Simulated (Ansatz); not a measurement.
**Run report: LiNbO3, single-point calculation (part 1 of 2)**

System: LiNbO3 (40 atoms in the cell).
Method: DFT PBE, scalar-relativistic, plane waves, PAW, no spin polarisation (Ansatz 0.2.0).

The structure derives from an entry of the Crystallography Open Database. Figures and captions count atoms from 1; the log counts them from 0 in places.

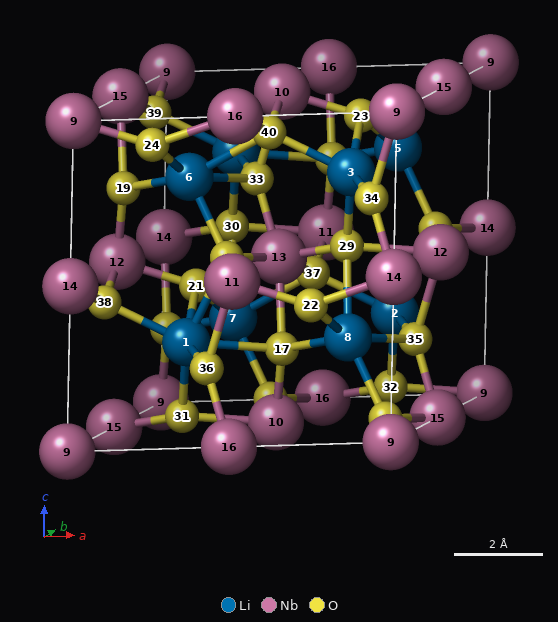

Figure 1. The structure as given in the input (ball-and-stick view of the cell of the calculation, seen slightly off an axis; atoms are numbered from 1 in the order of the input). Near neighbours in the crystal (not all of them lie inside the picture): Li has 6 O at 2.08 to 2.27 Å; Nb has 6 O at 1.88 to 2.16 Å; O has 2 Li at 2.08 to 2.27 Å and 2 Nb at 1.88 to 2.16 Å.

**Input file**
```yaml
crystal:
  lattice:
    - [-5.1895018167, -2.9961602708, 4.6714923687]
    - [5.1895018167, -2.9961602708, 4.6714923687]
    - [0.0, 5.9923205416, 4.6714923687]
  atoms:
    - { symbol: Li, position: [0.2816005315, 0.2816005315, 0.2816005315] }
    - { symbol: Li, position: [0.7816005315, 0.7816005315, 0.2816005315] }
    - { symbol: Li, position: [0.7816005315, 0.2816005315, 0.7816005315] }
    - { symbol: Li, position: [0.2816005315, 0.7816005315, 0.7816005315] }
    - { symbol: Li, position: [0.7816005315, 0.7816005315, 0.7816005315] }
    - { symbol: Li, position: [0.2816005315, 0.2816005315, 0.7816005315] }
    - { symbol: Li, position: [0.2816005315, 0.7816005315, 0.2816005315] }
    - { symbol: Li, position: [0.7816005315, 0.2816005315, 0.2816005315] }
    - { symbol: Nb, position: [0.0004548846, 0.0004548846, 0.0004548846] }
    - { symbol: Nb, position: [0.5004548846, 0.5004548846, 0.0004548846] }
    - { symbol: Nb, position: [0.5004548846, 0.0004548846, 0.5004548846] }
    - { symbol: Nb, position: [0.0004548846, 0.5004548846, 0.5004548846] }
    - { symbol: Nb, position: [0.5004548846, 0.5004548846, 0.5004548846] }
    - { symbol: Nb, position: [0.0004548846, 0.0004548846, 0.5004548846] }
    - { symbol: Nb, position: [0.0004548846, 0.5004548846, 0.0004548846] }
    - { symbol: Nb, position: [0.5004548846, 0.0004548846, 0.0004548846] }
    - { symbol: O, position: [0.5396580049, 0.4157946209, 0.2343069581] }
    - { symbol: O, position: [0.0396580049, 0.9157946209, 0.2343069581] }
    - { symbol: O, position: [0.0396580049, 0.4157946209, 0.7343069581] }
    - { symbol: O, position: [0.5396580049, 0.9157946209, 0.7343069581] }
    - { symbol: O, position: [0.2343069581, 0.5396580049, 0.4157946209] }
    - { symbol: O, position: [0.7343069581, 0.0396580049, 0.4157946209] }
    - { symbol: O, position: [0.7343069581, 0.5396580049, 0.9157946209] }
    - { symbol: O, position: [0.2343069581, 0.0396580049, 0.9157946209] }
    - { symbol: O, position: [0.4157946209, 0.2343069581, 0.5396580049] }
    - { symbol: O, position: [0.9157946209, 0.7343069581, 0.5396580049] }
    - { symbol: O, position: [0.9157946209, 0.2343069581, 0.0396580049] }
    - { symbol: O, position: [0.4157946209, 0.7343069581, 0.0396580049] }
    - { symbol: O, position: [0.7343069581, 0.4157946209, 0.5396580049] }
    - { symbol: O, position: [0.2343069581, 0.9157946209, 0.5396580049] }
    - { symbol: O, position: [0.2343069581, 0.4157946209, 0.0396580049] }
    - { symbol: O, position: [0.7343069581, 0.9157946209, 0.0396580049] }
    - { symbol: O, position: [0.4157946209, 0.5396580049, 0.7343069581] }
    - { symbol: O, position: [0.9157946209, 0.0396580049, 0.7343069581] }
    - { symbol: O, position: [0.9157946209, 0.5396580049, 0.2343069581] }
    - { symbol: O, position: [0.4157946209, 0.0396580049, 0.2343069581] }
    - { symbol: O, position: [0.5396580049, 0.7343069581, 0.4157946209] }
    - { symbol: O, position: [0.0396580049, 0.2343069581, 0.4157946209] }
    - { symbol: O, position: [0.0396580049, 0.7343069581, 0.9157946209] }
    - { symbol: O, position: [0.5396580049, 0.2343069581, 0.9157946209] }
basis:
  ecutwfc: 420
  xc_grid: 2
kpoints:
  mp_grid: { grid: [2, 2, 2], shift: [0.0, 0.0, 0.0] }
hamiltonian:
  xc: pbe
scf:
  occupations: { method: gaussian, width: 0.01 }
output:
  forces: true
  stress: true
  eigenvalues: true
  write_density: true
  write_potential: true
  elf: true
  volumetric_format: npy
```

Run on 8 threads of Arm Neoverse V1, 24 GiB of memory available, shared host.

Command:
```bash
ansatz run input.yaml --threads 8 --pin off --max-ram 22528MiB --backend cpu --events-out ev --progress --plain --runs-dir out
```

**The program's output**
```
Engine: ansatz 0.2.0, aarch64-unknown-linux-gnu
Pseudopotentials: kind: paw
Pseudopotential: Li, paw, valence charge 3, recommended cutoff 420 eV (normal), Li.paw.azcp
Pseudopotential: Nb, paw, valence charge 13, recommended cutoff 420 eV (normal), Nb.paw.azcp
Pseudopotential: O, paw, valence charge 6, recommended cutoff 420 eV (normal), O.paw.azcp
Functional definition: PBE
  parameter kappa = 0.804
  parameter beta = 0.06672455060314922
  exchange = pbe_x(kappa = kappa, mu = beta*pi^2/3)
  correlation = pbe_c(beta = beta)
Crystal: 40 atoms, lattice volume = 435.810 Å³
Basis set: ecut = 420 eV, 8559 PW (Γ), exchange–correlation on 108×108×108 points (8 copies of the dense FFT grid, shifted against one another)
Bands: 176, of which v1, the nominal top of the filled ones, is band 136 counted from 1 (135 counted from 0)
Symmetry: 24 space group operations
Space group: R3c (ITA 161), of the structure as read, at distance tolerance 7.6e-5 Å
k-points: 4 of 8
Non-local potential: Li, projectors of the file, l = 0: 3, l = 1: 2, l = 2: 1
Non-local potential: Nb, projectors of the file, l = 0: 3, l = 1: 2, l = 2: 2, l = 3: 1
Non-local potential: O, projectors of the file, l = 0: 2, l = 1: 2, l = 2: 1
PAW form: soft (Blöchl's): semilocal exchange-correlation on the pseudo side does not see the compensation charge
PAW one-centre angular grid: Li, 110 points (default); XC on 64 Gauss nodes
PAW one-centre angular grid: Nb, 590 points (default); XC on 64 Gauss nodes
PAW one-centre angular grid: O, 110 points (default); XC on 64 Gauss nodes
Initial density: superposition of atomic densities (neutral atoms: chi_scale 0, normalization atom), corrected by the library's trained network
Initial wavefunctions: pseudopotential atomic-orbital guess
Functional: x = pbe(κ = 0.804, μ = 0.2195149727645171), c = pbe(β = 0.06672455060314922)
SCF iter   1: F=—  HF=-51717.929164 eV  |F-HF|=—  |Δ(HF+E_count)|=         —  Δρ=1.58e-3  dr2=3.91e-3  ethr=1.77e-3  ⟨swp⟩=6.0  Hψ=2700  notcnv=0  defer=79
preconditioner: auto → Resta (q_TF=auto, 2.522 Å⁻¹)  ε∞=5.6  [insulator: Δε(μ)=3.581 eV  Ē_g=11.520 eV  σ=0.010 eV  W_gap=1.00  n_scr=110 (ndim 8)  ℏωp=24.6 eV  f_vac=0.020  D(μ)=0.00/eV (n_scr^D=0)  ε∞_Penn≈5.6]
SCF iter   2: F=—  HF=-51717.934732 eV  |F-HF|=—  |Δ(HF+E_count)|=   5.57e-3  Δρ=8.62e-4  dr2=1.15e-3  ethr=1.44e-6  ⟨swp⟩=2.0  Hψ=1127  notcnv=0  defer=127
SCF iter   3: F=—  HF=-51717.937013 eV  |F-HF|=—  |Δ(HF+E_count)|=   2.28e-3  Δρ=4.05e-4  dr2=3.59e-4  ethr=4.24e-7  ⟨swp⟩=2.0  Hψ=865  notcnv=0  defer=127
SCF iter   4: F=—  HF=-51717.937614 eV  |F-HF|=—  |Δ(HF+E_count)|=   6.01e-4  Δρ=6.04e-5  dr2=2.22e-5  ethr=1.32e-7  ⟨swp⟩=2.0  Hψ=959  notcnv=0  defer=127
SCF iter   5: F=—  HF=-51717.938931 eV  |F-HF|=—  |Δ(HF+E_count)|=   1.32e-3  Δρ=2.10e-5  dr2=2.47e-6  ethr=8.16e-9  ⟨swp⟩=2.0  Hψ=889  notcnv=0  defer=127
SCF iter   6: F=—  HF=-51717.938933 eV  |F-HF|=—  |Δ(HF+E_count)|=   2.55e-6  Δρ=7.31e-6  dr2=2.59e-7  ethr=9.07e-10  ⟨swp⟩=2.0  Hψ=874  notcnv=0  defer=127
SCF iter   7: F=-51717.938934 eV  HF=-51717.938934 eV  |F-HF|=1.47e-8  |Δ(HF+E_count)|=   2.70e-7  Δρ=1.33e-6  dr2=7.17e-9  ethr=3.68e-11  ⟨swp⟩=14.0  Hψ=4659  notcnv=0
SCF 1 converged in 7 iterations: F = -51717.938934 eV  dr2 = 7.17e-9
  greatest PAW one-centre occupation: 1.000 electrons in one spin orbital (limit 2), on the Li atom at site 7 (counted from 0), in its partial waves of l = 0
```

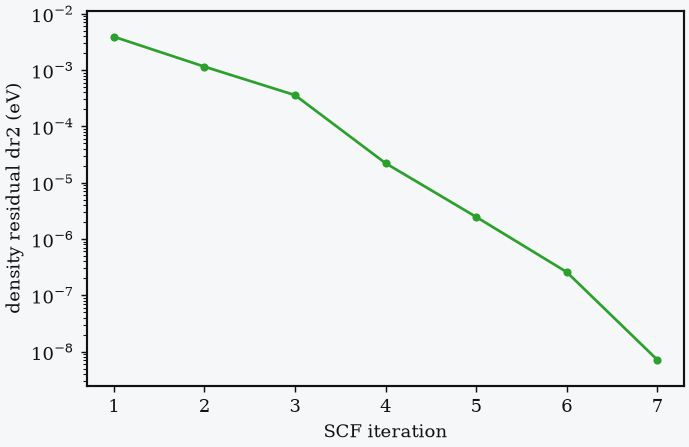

Figure 2. Convergence of the self-consistent field: density residual dr2 against the SCF iteration. The residual falls at every step.

```
SCF converged after 7 iterations
Free energy (F): -51717.938934 eV
Harris-Foulkes:  -51717.938934 eV  (|F-HF|=1.47e-8)
Internal energy: -51717.938934 eV  (E = F + TS)
E sigma→0 (E₀):  -51717.938934 eV
Fermi energy:    8.721213 eV
--- Per-component energies (eV) ---
  E_band       = -2175.598269
  E_kinetic    = 7531.865338
  E_local      = -17380.941074  (includes V_loc(G=0)·N_el)
  E_nonlocal   = 1800.359065
  E_hartree    = 5878.215310
  E_xc         = -3268.039377
  E_vxc        = -4081.448297  (∫ρ·V_xc dr)
  E_paw        = -28534.925009  (= ΣΔE_a)
  E_vpaw       = -1801.922826  (= ΣTr[D̂ρ^β])
  E_aug_tail   = 0.058996  (compensation charges beyond the density's cutoff)
  E_ewald      = -17744.532184
  E_smearing   = -0.000000  (= −TS)
  E_closure    = 0.000000  (closes the sum)
  Σ components = -51717.938934   (vs F -51717.938934, Δ=0.00e0)
--- Forces (eV/Å), atoms counted from 1 ---
  atom   1  Li     0.00000000     0.00000000     0.00240342
  atom   2  Li     0.00000000     0.00000000     0.00240342
  atom   3  Li     0.00000000     0.00000000     0.00240342
  atom   4  Li     0.00000000     0.00000000     0.00240342
  atom   5  Li     0.00000000     0.00000000     0.00240342
  atom   6  Li     0.00000000     0.00000000     0.00240342
  atom   7  Li    -0.00000000     0.00000000     0.00240342
  atom   8  Li     0.00000000     0.00000000     0.00240342
  atom   9  Nb     0.00000000     0.00000000     0.02149827
  atom  10  Nb     0.00000000     0.00000000     0.02149827
  atom  11  Nb    -0.00000000     0.00000000     0.02149827
  atom  12  Nb     0.00000000     0.00000000     0.02149827
  atom  13  Nb     0.00000000     0.00000000     0.02149827
  atom  14  Nb     0.00000000    -0.00000000     0.02149827
  atom  15  Nb     0.00000000    -0.00000000     0.02149827
  atom  16  Nb     0.00000000     0.00000000     0.02149827
  atom  17  O      0.00303022     0.00446940    -0.00796484
  atom  18  O      0.00303022     0.00446940    -0.00796484
  atom  19  O      0.00303022     0.00446940    -0.00796484
  atom  20  O      0.00303022     0.00446940    -0.00796484
  atom  21  O     -0.00538572     0.00038955    -0.00796484
  atom  22  O     -0.00538572     0.00038955    -0.00796484
  atom  23  O     -0.00538572     0.00038955    -0.00796484
  atom  24  O     -0.00538572     0.00038955    -0.00796484
  atom  25  O      0.00235550    -0.00485895    -0.00796484
  atom  26  O      0.00235550    -0.00485895    -0.00796484
  atom  27  O      0.00235550    -0.00485895    -0.00796484
  atom  28  O      0.00235550    -0.00485895    -0.00796484
  atom  29  O     -0.00235550    -0.00485895    -0.00796484
  atom  30  O     -0.00235550    -0.00485895    -0.00796484
  atom  31  O     -0.00235550    -0.00485895    -0.00796484
  atom  32  O     -0.00235550    -0.00485895    -0.00796484
  atom  33  O     -0.00303022     0.00446940    -0.00796484
  atom  34  O     -0.00303022     0.00446940    -0.00796484
  atom  35  O     -0.00303022     0.00446940    -0.00796484
  atom  36  O     -0.00303022     0.00446940    -0.00796484
  atom  37  O      0.00538572     0.00038955    -0.00796484
  atom  38  O      0.00538572     0.00038955    -0.00796484
  atom  39  O      0.00538572     0.00038955    -0.00796484
  atom  40  O      0.00538572     0.00038955    -0.00796484
  max |Σ_I F_I| component: 5.73e-5 eV/Å
--- Stress (GPa, compression-positive) ---
       -0.016542       0.000000       0.000000
       -0.000000      -0.016542      -0.000000
        0.000000      -0.000000      -0.039902
  P = ⅓ Tr σ = -0.0243 GPa (-0.243 kbar)
--- Band table (eV) ---
```
